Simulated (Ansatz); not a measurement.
# Single-point calculation of GeSe (part 2 of 2)

Continued. System: GeSe (slab, 16 atoms in the cell). Method: DFT PBEsol, scalar-relativistic, plane waves, PAW, no spin polarisation (Ansatz 0.2.0); cutoff 420 eV, 9×8×1 k-mesh, Gaussian smearing of 0.05 eV. The structure derives from an entry of the Crystallography Open Database. It belongs to a series of runs on one base structure; here: (1 0 0) slab cut from the bulk.

Geometry of the input (Å; fractional positions):
```
3.8544  0.0000  0.0000
0.0000  4.2673  0.0000
0.0000  0.0000  33.8678
Ge 0.7500  0.6069  0.2214
Se 0.2500  0.0062  0.2293
Se 0.7500  0.5062  0.2963
Ge 0.2500  0.1069  0.3041
Ge 0.7500  0.8931  0.3796
Se 0.2500  0.4938  0.3875
Se 0.7500  0.9938  0.4544
Ge 0.2500  0.3931  0.4623
Ge 0.7500  0.6069  0.5377
Se 0.2500  0.0062  0.5456
Se 0.7500  0.5062  0.6125
Ge 0.2500  0.1069  0.6204
Ge 0.7500  0.8931  0.6959
Se 0.2500  0.4938  0.7037
Se 0.7500  0.9938  0.7707
Ge 0.2500  0.3931  0.7786
```

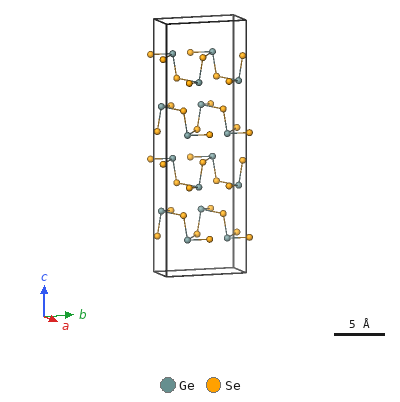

The structure (ball-and-stick view of the 1 × 2 repeat of the cell, with the vacuum cut short, seen slightly off an axis; bonded neighbours outside the cell are drawn too). An atom can appear more than once, as a periodic image.

Output, continued:
```
SCF iter   1: F=—  HF=-77424.992709 eV  |F-HF|=—  |Δ(HF+E_count)|=         —  Δρ=2.10e-3  dr2=9.54e-2  ethr=1.77e-3  p=0.000 e·Å  D=1.92e-13 V/Å  ΔV_dip=-0.00 eV  dr2_dipole=1.23e-9  V_vac-E_F(+/−)=4.23/4.23 eV  ⟨swp⟩=6.0  Hψ=12931  notcnv=0  defer=43
efield: sawtooth ramp at fractional position 0.9800 (placed from the atoms, in the widest stretch of the axis that holds none; the zero of the levels goes with the place), width 0.0400; the density the first Hamiltonian is built on has a dipole p = 0.000 e·Å; the dipole correction subtracts the counter field D = 1.92e-13 V/Å, which shifts the + side's vacuum level by -0.00 eV against the − side's; the planar-averaged density in the ramp window peaks in size at 2.2e-5 e/Å³
preconditioner: auto → Resta (q_TF=auto, 2.371 Å⁻¹)  ε∞=2.1  [insulator: Δε(μ)=0.542 eV  Ē_g=18.577 eV  σ=0.050 eV  W_gap=1.00  n_scr=140 (ndim 8)  ℏωp=19.9 eV  f_vac=0.357  D(μ)=0.00/eV (n_scr^D=0)  ε∞_Penn≈2.1  vacuum switching on, ρ_ref=2.5e-2 e/Å³]
SCF iter   2: F=—  HF=-77424.992676 eV  |F-HF|=—  |Δ(HF+E_count)|=   3.24e-5  Δρ=1.54e-3  dr2=2.81e-1  ethr=3.98e-5  p=-0.000 e·Å  D=-7.18e-6 V/Å  ΔV_dip=0.00 eV  dr2_dipole=1.07e-8  V_vac-E_F(+/−)=4.44/4.44 eV  ⟨swp⟩=2.0  Hψ=5222  notcnv=0  defer=432
SCF iter   3: F=—  HF=-77424.976036 eV  |F-HF|=—  |Δ(HF+E_count)|=   1.66e-2  Δρ=8.68e-4  dr2=5.58e-2  ethr=3.98e-5  p=0.000 e·Å  D=2.16e-6 V/Å  ΔV_dip=-0.00 eV  dr2_dipole=1.17e-9  V_vac-E_F(+/−)=4.13/4.13 eV  ⟨swp⟩=2.4  Hψ=4051  notcnv=0  defer=431
SCF iter   4: F=—  HF=-77424.972406 eV  |F-HF|=—  |Δ(HF+E_count)|=   3.63e-3  Δρ=4.08e-4  dr2=3.89e-3  ethr=2.33e-5  p=0.000 e·Å  D=1.98e-6 V/Å  ΔV_dip=-0.00 eV  dr2_dipole=3.40e-12  V_vac-E_F(+/−)=4.17/4.17 eV  ⟨swp⟩=1.2  Hψ=4127  notcnv=0  defer=409
SCF iter   5: F=—  HF=-77424.972429 eV  |F-HF|=—  |Δ(HF+E_count)|=   2.29e-5  Δρ=1.60e-4  dr2=1.19e-3  ethr=1.62e-6  p=0.000 e·Å  D=3.50e-6 V/Å  ΔV_dip=-0.00 eV  dr2_dipole=2.59e-8  V_vac-E_F(+/−)=4.17/4.17 eV  ⟨swp⟩=2.0  Hψ=3697  notcnv=0  defer=409
SCF iter   6: F=—  HF=-77424.972327 eV  |F-HF|=—  |Δ(HF+E_count)|=   1.02e-4  Δρ=5.27e-5  dr2=3.31e-5  ethr=4.94e-7  p=-0.000 e·Å  D=-1.30e-5 V/Å  ΔV_dip=0.00 eV  dr2_dipole=9.53e-8  V_vac-E_F(+/−)=4.16/4.16 eV  ⟨swp⟩=2.0  Hψ=3733  notcnv=0  defer=409
SCF iter   7: F=—  HF=-77424.972091 eV  |F-HF|=—  |Δ(HF+E_count)|=   2.36e-4  Δρ=2.52e-5  dr2=3.30e-6  ethr=1.38e-8  p=0.000 e·Å  D=3.65e-5 V/Å  ΔV_dip=-0.00 eV  dr2_dipole=6.92e-7  V_vac-E_F(+/−)=4.16/4.16 eV  ⟨swp⟩=2.4  Hψ=4005  notcnv=0  defer=411
SCF iter   8: F=—  HF=-77424.972095 eV  |F-HF|=—  |Δ(HF+E_count)|=   4.06e-6  Δρ=1.43e-5  dr2=1.56e-5  ethr=1.37e-9  p=-0.001 e·Å  D=-1.78e-4 V/Å  ΔV_dip=0.01 eV  dr2_dipole=1.60e-5  V_vac-E_F(+/−)=4.16/4.16 eV  ⟨swp⟩=2.0  Hψ=4003  notcnv=0  defer=414
SCF iter   9: F=—  HF=-77424.972094 eV  |F-HF|=—  |Δ(HF+E_count)|=   1.07e-6  Δρ=5.70e-6  dr2=4.54e-7  ethr=1.37e-9  p=0.000 e·Å  D=2.82e-5 V/Å  ΔV_dip=-0.00 eV  dr2_dipole=3.50e-7  V_vac-E_F(+/−)=4.16/4.16 eV  ⟨swp⟩=2.0  Hψ=3772  notcnv=0  defer=415
SCF iter  10: F=—  HF=-77424.972094 eV  |F-HF|=—  |Δ(HF+E_count)|=   9.95e-8  Δρ=2.10e-6  dr2=1.20e-7  ethr=4.17e-11  p=-0.000 e·Å  D=-3.04e-6 V/Å  ΔV_dip=0.00 eV  dr2_dipole=2.72e-11  V_vac-E_F(+/−)=4.16/4.16 eV  ⟨swp⟩=16.0  Hψ=26175  notcnv=0
SCF iter  11: F=-77424.972094 eV  HF=-77424.972094 eV  |F-HF|=4.53e-8  |Δ(HF+E_count)|=   1.03e-8  Δρ=1.20e-6  dr2=5.53e-8  ethr=4.17e-11  p=0.000 e·Å  D=5.60e-6 V/Å  ΔV_dip=-0.00 eV  dr2_dipole=5.94e-9  V_vac-E_F(+/−)=4.16/4.16 eV  ⟨swp⟩=8.8  Hψ=19964  notcnv=0
SCF 1 converged in 11 iterations: F = -77424.972094 eV  dr2 = 5.53e-8
  greatest PAW one-centre occupation: 1.000 electrons in one spin orbital (limit 2), on the Se atom at site 2 (counted from 0), in its partial waves of l = 2
WARN: The input density's exchange-correlation potential varies sharply where the density is thin. Do not read a vacuum level from v_tot or v_xc, or from such a field of the output density. On a cell that repeats whose density bears no net charge and no dipole along the vacuum's axis use v_es (v_loc + v_h of the components); under efield.dipole_correction with no amplitude use v_es + v_field, which holds any external_charges[].barrier, or the levels of the report's work_function block, which leave it out; under a non-zero efield.amplitude the vacuum is tilted and has no level; on a cell that repeats and bears such a dipole with no correction it is tilted too, and efield.dipole_correction with no amplitude gives each side of its ramp a level where efield: is served; in a cell that repeats whose density bears a net charge (total_charge, or a fill off its count) it is curved and has none; of a slab under crystal.periodic whose density bears no net charge use v_es, which has a level on each side, short of where the two are joined; of another it falls or rises all the way out and has none; of a slab beside external_charges read slab_vacuum_level instead, which it has where they leave it neutral. The grid or the basis barely resolves most such structure, and the values can differ between equally converged runs; as a rule a tighter scf.convergence.dr2_threshold does not remove it. Where the density itself ripples (under the LDA too) a higher basis.ecutwfc lessens it. The files hold the spikes' plane waves up to the density's cutoff. Files: v_tot and the like, and their columns of v_z.tsv (output.write_potential); v_xc and the like, and their columns of v_comp_z.tsv (output.write_potential_components); where files of the output density stand in their place, no point of their own thin density is over the threshold below, and this is of outcome.potential() and, of a run that writes arrays (npy), the arrays of these names. Measured: with its Gaussian average of σ = 0.25 Å subtracted twice, the exchange-correlation potential is over 0.1 eV at 1 of the grid points where the equally averaged density (valence and model cores) is under 1e-3 e/Å³, and 0.122 eV at the most among them, at an averaged density of 1.9e-7 e/Å³. See output.write_potential in the manual, Limitations
SCF converged after 11 iterations
Free energy (F): -77424.972094 eV
Harris-Foulkes:  -77424.972094 eV  (|F-HF|=4.53e-8)
Internal energy: -77424.972094 eV  (E = F + TS)
E sigma→0 (E₀):  -77424.972094 eV
Fermi energy:    4.459003 eV
Dipole field:    D = -0.000057 V/Å  (p = -0.000174 e·Å, saw-weighted, corrected)
Work function:   Φ+ = 4.1613 eV   Φ− = 4.1594 eV
Levels:          The Fermi level and band energies are counted from a zero that moves with the ramp; work functions are not
--- Per-component energies (eV) ---
  E_band       = -5255.012960
  E_kinetic    = 1825.539824
  E_local      = -285597.123502  (includes V_loc(G=0)·N_el)
  E_nonlocal   = -1413.421311
  E_hartree    = 140961.032156
  E_xc         = -1424.796493
  E_vxc        = -1298.857793  (∫ρ·V_xc dr)
  E_paw        = -30737.439707  (= ΣΔE_a)
  E_vpaw       = -693.204270  (= ΣTr[D̂ρ^β])
  E_aug_tail   = -0.002499  (compensation charges beyond the density's cutoff)
  E_efield     = 0.000000  (sawtooth field / dipole correction)
  E_vefield    = 0.000000  (∫n·V_field dr)
  E_ewald      = 98945.828345
  E_core_change = 15.411093  (= ΣΔE_core)
  E_smearing   = -0.000000  (= −TS)
  E_closure    = -0.000000  (closes the sum)
  Σ components = -77424.972094   (vs F -77424.972094, Δ=0.00e0)
--- Forces (eV/Å), atoms counted from 1 ---
  atom   1  Ge    -0.00000000    -0.06204511     0.34166285
  atom   2  Se     0.00000000     0.04121954    -0.08651263
  atom   3  Se     0.00000000     0.03634688    -0.15392976
  atom   4  Ge    -0.00000000    -0.02620605    -0.07914488
  atom   5  Ge     0.00000000    -0.00836226    -0.00527419
  atom   6  Se    -0.00000000     0.01982225     0.00131351
  atom   7  Se    -0.00000000     0.00394919    -0.00373202
  atom   8  Ge     0.00000000    -0.00543876    -0.00083455
  atom   9  Ge    -0.00000000     0.00544274     0.00090860
  atom  10  Se     0.00000000    -0.00395871     0.00368916
  atom  11  Se     0.00000000    -0.01981454    -0.00134570
  atom  12  Ge    -0.00000000     0.00836035     0.00526983
  atom  13  Ge     0.00000000     0.02621317     0.07902217
  atom  14  Se     0.00000000    -0.03637171     0.15404389
  atom  15  Se    -0.00000000    -0.04118972     0.08664057
  atom  16  Ge     0.00000000     0.06202839    -0.34175003
  max |Σ_I F_I| component: 2.68e-5 eV/Å
--- Stress (GPa, compression-positive) ---
        0.000080      -0.000000      -0.000000
       -0.000000       0.037335       0.051730
       -0.000000       0.051730      -0.471265
  P = ⅓ Tr σ = -0.1446 GPa (-1.446 kbar)
--- Band table (eV; the first three rows and the last of 25) ---
  k-point 0: bands = ["-43.6139", "-43.6137", "-43.6122", "-43.6121", "-43.6039", "-43.6037", "-43.6023", "-43.6021", "-43.5846", "-43.5846", "-43.5832", "-43.5832", "-43.5830", "-43.5827", "-43.5815", "-43.5812", "-43.5731", "-43.5730", "-43.5714", "-43.5714", "-43.5713", "-43.5712", "-43.5614", "-43.5613", "-43.5551", "-43.5550", "-43.5523", "-43.5522", "-43.5429", "-43.5428", "-43.4708", "-43.4707", "-43.4691", "-43.4690", "-43.4301", "-43.4300", "-43.4277", "-43.4276", "-43.4147", "-43.4145", "-20.5079", "-20.5052", "-20.5042", "-20.5022", "-20.4998", "-20.4997", "-20.4982", "-20.4981", "-20.4805", "-20.4800", "-20.4767", "-20.4732", "-20.4731", "-20.4644", "-20.4639", "-20.4584", "-20.4568", "-20.4568", "-20.4553", "-20.4546", "-20.4520", "-20.4519", "-20.4502", "-20.4501", "-20.4255", "-20.4255", "-20.4161", "-20.4160", "-20.4143", "-20.4141", "-20.4105", "-20.4105", "-20.4023", "-20.4022", "-20.3905", "-20.3904", "-20.3782", "-20.3781", "-20.3687", "-20.3686", "-10.5821", "-10.4452", "-10.2736", "-10.1658", "-9.1184", "-8.8648", "-8.6333", "-8.5061", "-3.9418", "-3.7622", "-3.5118", "-3.3070", "-1.7406", "-1.4876", "-1.3683", "-1.3360", "-1.2828", "-0.8859", "-0.3008", "0.2170", "0.4177", "0.4909", "0.5119", "0.6623", "0.8093", "0.8496", "0.8575", "1.0008", "1.8954", "1.9985", "2.0361", "2.1748", "2.2175", "2.4315", "2.5008", "2.5839", "3.3616", "3.6307", "3.8621", "3.8805", "4.7506", "5.5204", "6.4456", "6.5113", "6.5544", "6.7278", "6.7419", "7.0815", "7.1614", "7.3051", "7.5682", "7.7206", "7.7294", "7.9198", "8.1926", "8.4064", "8.4511", "8.5566", "9.1982", "9.2179", "9.3660", "9.4788", "9.6160", "9.6498"]
  k-point 1: bands = ["-43.6139", "-43.6137", "-43.6122", "-43.6121", "-43.6039", "-43.6037", "-43.6023", "-43.6021", "-43.5846", "-43.5846", "-43.5832", "-43.5831", "-43.5830", "-43.5827", "-43.5815", "-43.5812", "-43.5731", "-43.5730", "-43.5714", "-43.5714", "-43.5713", "-43.5712", "-43.5614", "-43.5613", "-43.5550", "-43.5550", "-43.5523", "-43.5522", "-43.5429", "-43.5428", "-43.4708", "-43.4707", "-43.4691", "-43.4690", "-43.4301", "-43.4300", "-43.4277", "-43.4276", "-43.4147", "-43.4145", "-20.5078", "-20.5051", "-20.5045", "-20.5023", "-20.4998", "-20.4997", "-20.4984", "-20.4983", "-20.4801", "-20.4794", "-20.4767", "-20.4731", "-20.4729", "-20.4644", "-20.4639", "-20.4584", "-20.4568", "-20.4567", "-20.4553", "-20.4547", "-20.4521", "-20.4521", "-20.4503", "-20.4502", "-20.4251", "-20.4250", "-20.4162", "-20.4160", "-20.4145", "-20.4144", "-20.4105", "-20.4104", "-20.4024", "-20.4023", "-20.3902", "-20.3900", "-20.3783", "-20.3781", "-20.3688", "-20.3687", "-10.4999", "-10.3646", "-10.1947", "-10.0876", "-9.1021", "-8.8593", "-8.6407", "-8.5233", "-4.2495", "-4.0285", "-3.7189", "-3.4477", "-2.2242", "-1.9791", "-1.7757", "-1.7292", "-1.2196", "-0.6902", "-0.0265", "0.5460", "0.5886", "0.6131", "0.7614", "0.8731", "0.9540", "1.0222", "1.0951", "1.2003", "1.9515", "2.2202", "2.2742", "2.3334", "2.4642", "2.5542", "2.6061", "2.8630", "3.1563", "3.4638", "3.7437", "3.8323", "4.7807", "5.5743", "6.4275", "6.5467", "6.6830", "6.7491", "6.8912", "6.9127", "7.0255", "7.0607", "7.2453", "7.3181", "7.4553", "7.7620", "7.7731", "8.0844", "8.5160", "8.6767", "8.7428", "9.1180", "9.1594", "9.2432", "9.3406", "9.4371"]
  k-point 2: bands = ["-43.6139", "-43.6137", "-43.6122", "-43.6121", "-43.6039", "-43.6037", "-43.6023", "-43.6021", "-43.5846", "-43.5846", "-43.5832", "-43.5831", "-43.5830", "-43.5826", "-43.5815", "-43.5812", "-43.5731", "-43.5730", "-43.5714", "-43.5714", "-43.5713", "-43.5712", "-43.5614", "-43.5613", "-43.5550", "-43.5550", "-43.5523", "-43.5522", "-43.5429", "-43.5428", "-43.4708", "-43.4707", "-43.4691", "-43.4690", "-43.4301", "-43.4300", "-43.4277", "-43.4276", "-43.4147", "-43.4145", "-20.5073", "-20.5051", "-20.5047", "-20.5025", "-20.5000", "-20.4998", "-20.4989", "-20.4988", "-20.4789", "-20.4779", "-20.4768", "-20.4727", "-20.4725", "-20.4643", "-20.4641", "-20.4585", "-20.4570", "-20.4564", "-20.4553", "-20.4548", "-20.4526", "-20.4525", "-20.4505", "-20.4504", "-20.4241", "-20.4240", "-20.4162", "-20.4161", "-20.4151", "-20.4150", "-20.4103", "-20.4103", "-20.4026", "-20.4025", "-20.3893", "-20.3892", "-20.3784", "-20.3782", "-20.3690", "-20.3689", "-10.2648", "-10.1351", "-9.9703", "-9.8637", "-9.0934", "-8.8807", "-8.6974", "-8.6059", "-4.7728", "-4.5067", "-4.1324", "-3.7599", "-3.1985", "-2.8614", "-2.5550", "-2.3664", "-0.9793", "-0.3409", "0.4242", "0.9040", "1.0267", "1.0452", "1.1422", "1.2288", "1.3640", "1.5449", "1.5784", "1.7533", "2.0742", "2.3082", "2.5109", "2.5823", "2.6200", "2.6686", "2.9853", "3.1534", "3.3766", "3.5075", "3.6835", "3.7320", "5.0697", "5.6327", "5.8391", "6.0083", "6.1627", "6.2542", "6.4051", "6.6312", "6.6666", "6.7106", "6.9593", "7.1397", "7.2859", "7.3745", "7.3800", "7.7666", "8.0728", "8.1956", "8.4594", "8.5600", "8.7788", "8.7895", "8.9889", "9.1536"]
  k-point 24: bands = ["-43.6140", "-43.6139", "-43.6118", "-43.6117", "-43.6040", "-43.6038", "-43.6019", "-43.6017", "-43.5847", "-43.5847", "-43.5828", "-43.5828", "-43.5828", "-43.5827", "-43.5815", "-43.5814", "-43.5731", "-43.5729", "-43.5717", "-43.5715", "-43.5711", "-43.5710", "-43.5613", "-43.5612", "-43.5550", "-43.5549", "-43.5524", "-43.5523", "-43.5428", "-43.5427", "-43.4710", "-43.4708", "-43.4687", "-43.4686", "-43.4301", "-43.4299", "-43.4279", "-43.4277", "-43.4146", "-43.4144", "-20.5112", "-20.5105", "-20.5060", "-20.5059", "-20.4979", "-20.4974", "-20.4934", "-20.4932", "-20.4799", "-20.4792", "-20.4725", "-20.4721", "-20.4693", "-20.4681", "-20.4661", "-20.4654", "-20.4595", "-20.4594", "-20.4535", "-20.4527", "-20.4506", "-20.4504", "-20.4463", "-20.4463", "-20.4239", "-20.4238", "-20.4188", "-20.4188", "-20.4161", "-20.4161", "-20.4083", "-20.4082", "-20.3998", "-20.3997", "-20.3875", "-20.3873", "-20.3816", "-20.3814", "-20.3667", "-20.3665", "-8.8280", "-8.8092", "-8.8062", "-8.7251", "-8.7034", "-8.7016", "-8.6084", "-8.6082", "-4.0852", "-4.0587", "-4.0371", "-3.7862", "-3.7559", "-3.7475", "-3.6990", "-3.6872", "-1.3825", "-1.3822", "-1.1558", "-1.0792", "-0.8500", "-0.8488", "-0.8388", "-0.8294", "-0.1195", "-0.0724", "-0.0607", "0.0608", "0.3311", "0.3365", "0.6257", "0.6329", "1.7780", "1.8221", "2.1955", "2.3093", "2.5573", "2.5951", "2.6021", "2.6165", "6.5323", "6.5971", "6.6404", "6.7100", "6.9352", "7.0261", "7.3783", "7.4625", "8.8113", "8.8212", "9.0538", "9.0914", "9.1075", "9.1943", "9.2288", "9.2850", "9.6237", "9.6566", "10.1568", "10.1932", "10.7661", "10.9046", "11.0580", "11.0628"]
```

Key numbers:

```csv
quantity,value
outcome,converged
electrons treated,240
free energy,−77424.9721 eV
"work function, top face",4.16 eV
"work function, bottom face",4.16 eV
Fermi energy,4.459 eV
gap on the k-point mesh,0.59 eV
work function (upper face),4.16 eV
largest force (length of the vector),0.347 eV/Å
hardware,"2 threads of Arm Neoverse V2, 24 GiB of memory available, shared host"
wall time,3.7 min (CPU time 7.4 min)
peak memory,1.9 GiB
```

Remarks:

Warnings of the run: the exchange-correlation potential is rough where the density is thin.
